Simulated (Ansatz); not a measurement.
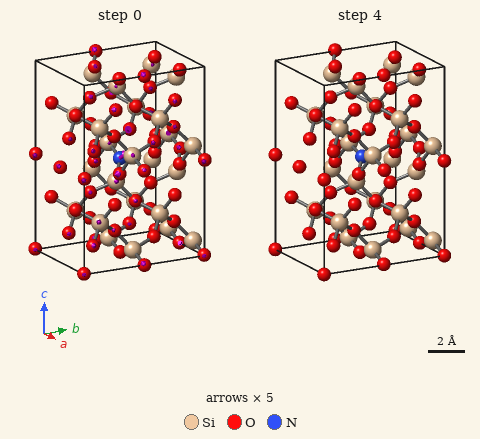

The structure of a defect cell of composition Si$_{24}$O$_{47}$N before (left) and after (right) a relaxation, at one scale. The purple arrows give the displacements, 5 times their true length.

Style: ball-and-stick. Shown: the cell of the calculation (origin shifted), slightly off an axis.

Theory: DFT, PBEsol, PAW, plane waves (Ansatz). (plane-wave cutoff 420 eV; k-point mesh 1 × 1 × 1; mesh shifted by (0.25, 0.25, 0.25); collinear spin; atoms relaxed in a fixed cell; force threshold 0.03 eV/Å; at most 80 steps)

> What changed between the two?

The largest move is that of the N atom, 0.18 Å roughly along [3 2 2]. Largest moves by element: N 0.18 Å, O 0.10 Å, Si 0.09 Å. The cell stays as it was. Among the contacts that change: O–Si 1.707 → 1.621 Å, N–Si 1.637 → 1.705 Å, O–Si 1.678 → 1.619 Å, O–Si 1.563 → 1.618 Å. Among the angles between lasting bonds that change: Si–N–Si 144.4° → 135.1°, O–Si–N 106.4° → 111.7°, O–Si–O 103.8° → 108.8°. After 4 geometry steps the energy has fallen by 1.465 eV per cell of the calculation. The largest force component goes from 2.7 to 0.024 eV/Å.
